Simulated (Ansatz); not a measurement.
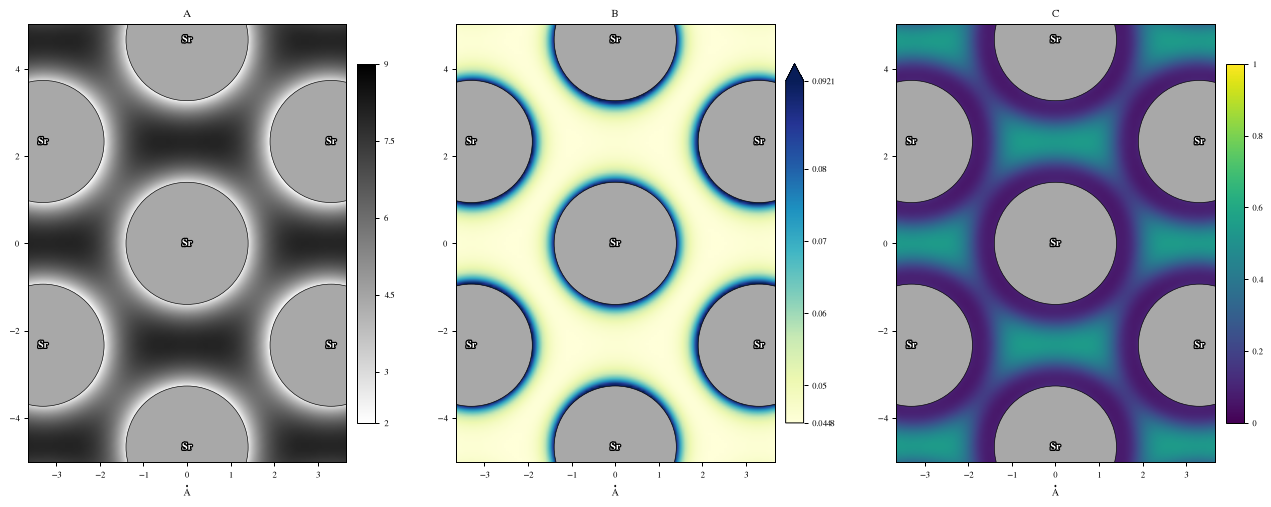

Sr: 3 fields on the (101̄) plane of the calculation cell, with unlabelled colour scales. Grey discs cover the atomic cores.

Space group Im-3m.

Computed with DFT PBEsol, scalar-relativistic, plane waves, PAW in Ansatz 0.2.0.

### Which field does each panel show? The fields are: electron localisation function, electrostatic potential energy of an electron and valence pseudo-density.

Panel A: electrostatic potential energy of an electron (low next to the atoms, rising into the space between them). Panel B: valence pseudo-density. Panel C: electron localisation function. From the grid: Sr–Sr (4.04 Å): ρ is about 0.05 e/Å³ halfway; the ELF is about 0.20 at the midpoint; no shared electron pair shows on this line.
